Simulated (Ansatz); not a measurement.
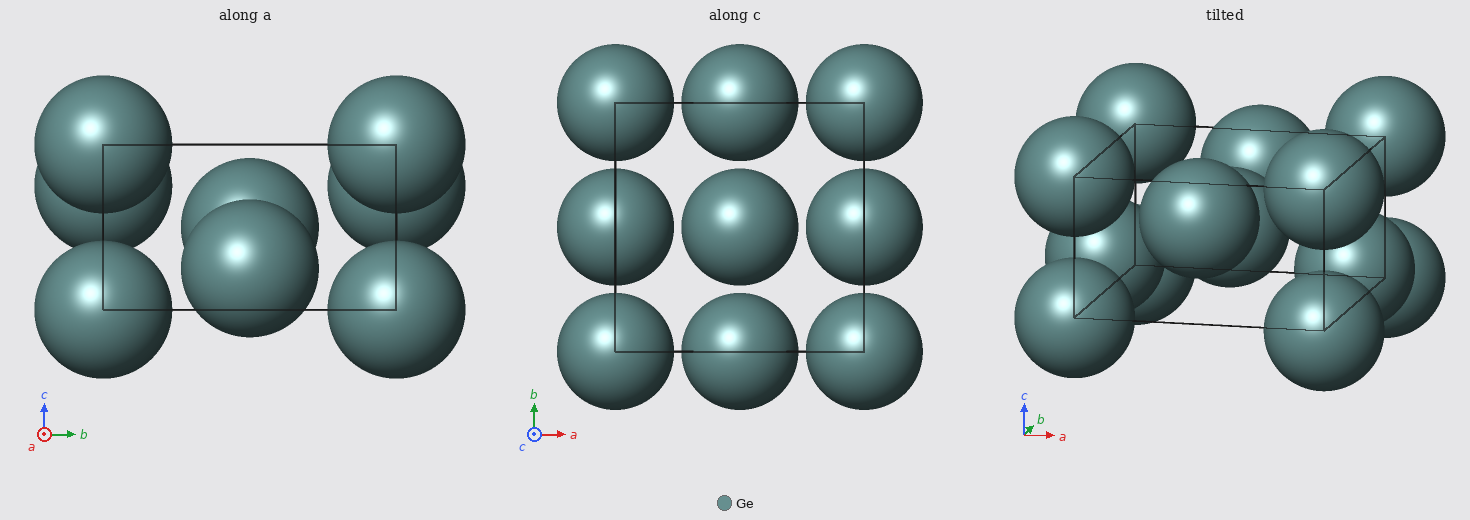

Shown here is a space-filling view of the crystal, taken along the a axis, along the c axis and slightly off an axis. The frame is the conventional unit cell; atoms at its boundary are shown with their periodic copies.

Describe the arrangement of the atoms.

The element is germanium. It belongs to space group I4_1/amd (No. 141) and has a body-centred tetragonal lattice. Its structure type: β-tin type. The cell holds four atoms.

Provenance: a structure listed in the Materials Project. A relaxation with DFT r2SCAN, scalar-relativistic, plane waves, PAW in Ansatz 0.2.0 gave the geometry drawn.
